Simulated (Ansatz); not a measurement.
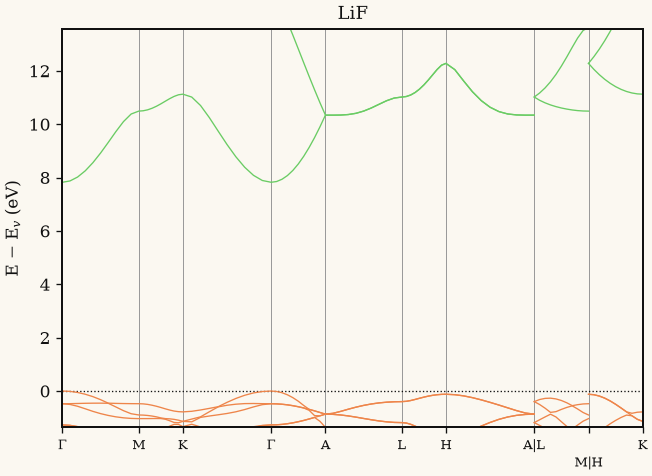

Band structure of LiF, space group P6_3/mmc, 4 atoms in the cell, relaxed with r2SCAN (a = 3.280 Å, c = 4.000 Å (hexagonal axes)). Computed with Ansatz: PBE, Ansatz PAW set, no spin polarisation, no spin-orbit coupling, 12×12×6 k mesh, 420 eV cutoff. Energies are counted from the top of the valence band.

An insulator. The gap along this path is 7.82 eV and direct: both edges lie at Γ. The top valence level at Γ is a single band, not degenerate (spin aside). The top valence band spans 0.9 eV and the lowest conduction band 4.5 eV. The direct gaps are 10.97 eV at M, 11.91 eV at K and 11.21 eV at A.

LDA, GGA and most meta-GGA functionals understate gaps. The cell is at 3 GPa in this functional. The usual form of LiF is rocksalt.
